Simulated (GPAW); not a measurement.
System: Rh (space group Fm-3m).

Calculation (GPAW 26.7.0): PAW DFT in plane waves, on a grid or in atomic orbitals, no spin polarisation; energies at scaled volumes of the given cell, shape and fractions fixed, counted from the fit's minimum, third-order Birch-Murnaghan fit. All runs: no spin polarisation.

k mesh 12×12×12; occupations Fermi–Dirac; smearing width 0.05 eV; wave cutoff 600 eV.

Settings that differ: r2SCAN: potentials GPAW-PAW-data-sets-(gpaw-data-1.2.1); PBEsol: potentials PAW-data-sets-made-by gpaw-setup-for-the-functional.

Describe the result: the energy against volume, with one curve for each functional. The cases: r2SCAN; PBEsol.

The fitted equilibrium volumes, smallest first, are PBEsol 13.604, r2SCAN 13.941 Å³/atom. The fitted bulk moduli, smallest first, are r2SCAN 274.1, PBEsol 290.5 GPa.

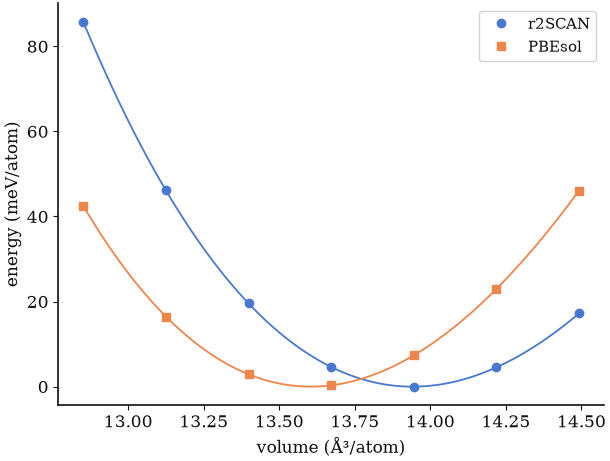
